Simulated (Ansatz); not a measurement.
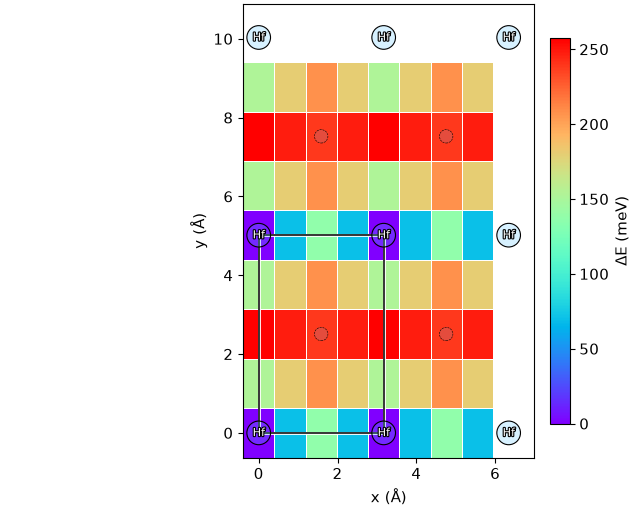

Energy landscape of N₂ on a Hf(100) slab cut from the P6_3/mmc phase, its upper half relaxed before the scan (8 atoms of substrate and one adsorbate in a 2 × 1 cell). N2 is moved over the surface cell at a fixed height above a rigid substrate; the origin of the map has the adsorbate above Hf7; the height is held at 3.00 Å. Places are given modulo a cell vector. The map is drawn in real space over the plane of the surface. The grid has 4 × 4 points; 9 points were computed and 7 follow by symmetry. Places are given in fractions of the 1 × 1 surface cell. Energies are in meV, from the lowest grid point. At a fixed height the lowest place need not be the adsorption site. All numbers below come from DFT PBE+D3(BJ), scalar-relativistic, plane waves, PAW in Ansatz. Settings: cutoff 420 eV, k-mesh 4×6×1, gaussian smearing 0.1 eV, no spin polarisation.

Drawn: one coloured cell a grid point, labelled circles for the atoms of the top layer and small ones for the second layer, the outline of one cell of the 2 × 2 shown. 

Summarise what can be read from the map.

Answer. The lowest grid point is at the top site over a surface Hf atom, (0/4, 0/4) of the cell vectors. The highest grid point, the trough between two rows of top atoms, (0/4, 2/4) of the cell vectors, lies 257 meV above the lowest.

Each point was launched as `ansatz run input.yaml --threads 4 --pin off --max-ram 12288MiB --backend cpu --events-out ev --progress --plain --runs-dir out`. Time for the 9 points that were run: 8.7 min on 4 threads of Arm Neoverse N1, with other jobs on the host.
